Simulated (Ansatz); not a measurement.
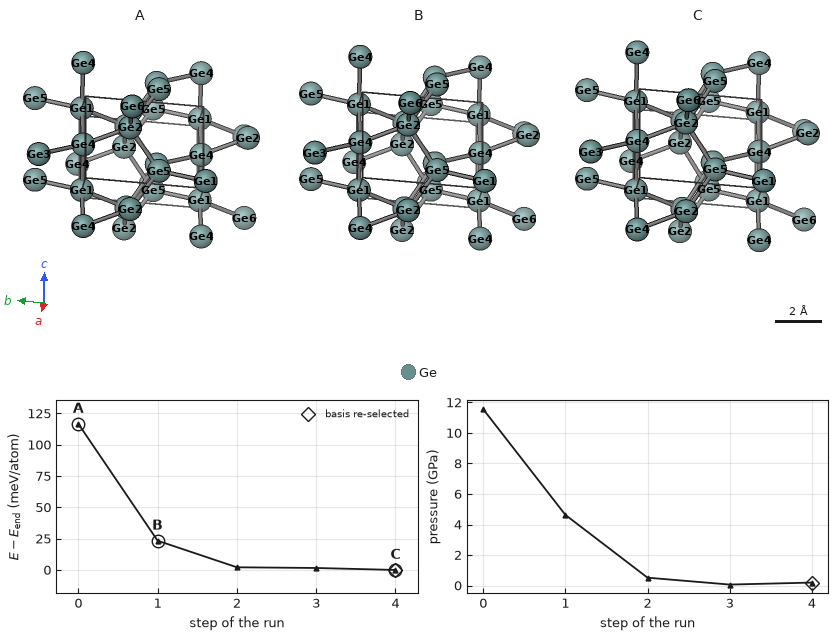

Frames of a relaxation of crystalline Ge (a generated structure, set up in P6_522) (coarse preliminary run), marked on the history of the run. A ball-and-stick model of the cell of the calculation, seen from a free direction.

All numbers below come from DFT PBE, scalar-relativistic, plane waves, PAW (Ansatz).

Input file:
```yaml
crystal:
  lattice:
    - [6.20551832, 0.0, 0.0]
    - [-3.10275916, 5.37413651, 0.0]
    - [0.0, 0.0, 3.65965894]
  atoms:
    - { symbol: Ge, position: [0.6226507, 0.0, 0.0] }
    - { symbol: Ge, position: [0.0, 0.6226507, 0.66666667] }
    - { symbol: Ge, position: [0.3773493, 0.3773493, 0.33333333] }
    - { symbol: Ge, position: [0.3773493, 0.0, 0.5] }
    - { symbol: Ge, position: [0.0, 0.3773493, 0.16666667] }
    - { symbol: Ge, position: [0.6226507, 0.6226507, 0.83333333] }
basis:
  ecutwfc: 420
kpoints:
  mp_grid: { grid: [3, 3, 6] }
hamiltonian:
  xc: pbe
scf:
  occupations: { method: gaussian, width: 0.1 }
  lower_state_search: "off"
output:
  forces: true
  stress: true
  eigenvalues: true
relax:
  adjacent_minimum: "off"
  f_tol: 0.04
  max_steps: 70
  cell: { stress_tol: 0.4 }
```

Run as
```bash
ansatz run input.yaml --threads 1 --pin off --max-ram 2560MiB --backend cpu --events-out ev --progress --plain --runs-dir out
```

> Describe the path.

The largest moves relative to the cell, 0.025 Å, are those of Ge1, Ge2, Ge3, Ge4, Ge5 and Ge6. Ge5 goes along +b. The volume changes by +15.6 %, with a = b 6.206 → 6.407 Å (+3.2 %), c 3.660 → 3.970 Å (+8.5 %). Some distances before and after: Ge1–Ge4 2.380 → 2.501 Å, Ge1–Ge5 2.420 → 2.531 Å. Bond angles that change, for instance: Ge4–Ge1–Ge4 100.5° → 105.1°. The space group stays P6_522 (No. 179). The energy falls by 117 meV per atom in 3 accepted moves (4 points after the start). Largest force component: 0.29 eV/Å at the start, 0.01 eV/Å at the end. The pressure goes from 11.56 to 0.19 GPa. The SCF was repeated once at an unchanged geometry on a basis and grid sized afresh for the cell, which shifted the energy by 1.6 meV per atom at most. Cost: 89 s on 1 thread of Intel(R) Xeon(R) Processor @ 2.50GHz (Skylake/Cascade Lake) (shared host), peak memory 0.4 GiB. From step 0 to 1: volume +8.3 %, energy −93.3 meV per atom. From step 1 to 4: volume +6.8 %, energy −23.4 meV per atom.

```csv
step,"E − E(0), meV/atom","largest force component, eV/Å","pressure, GPa","volume, Å³/atom",note
0,0.00,0.2921,11.56,20.341,
1,-93.33,0.0526,4.63,22.022,
2,-114.56,0.0063,0.52,23.350,
3,-115.12,0.0114,0.06,23.523,
4,-116.69,0.0102,0.19,23.523,"same geometry, new basis"
```
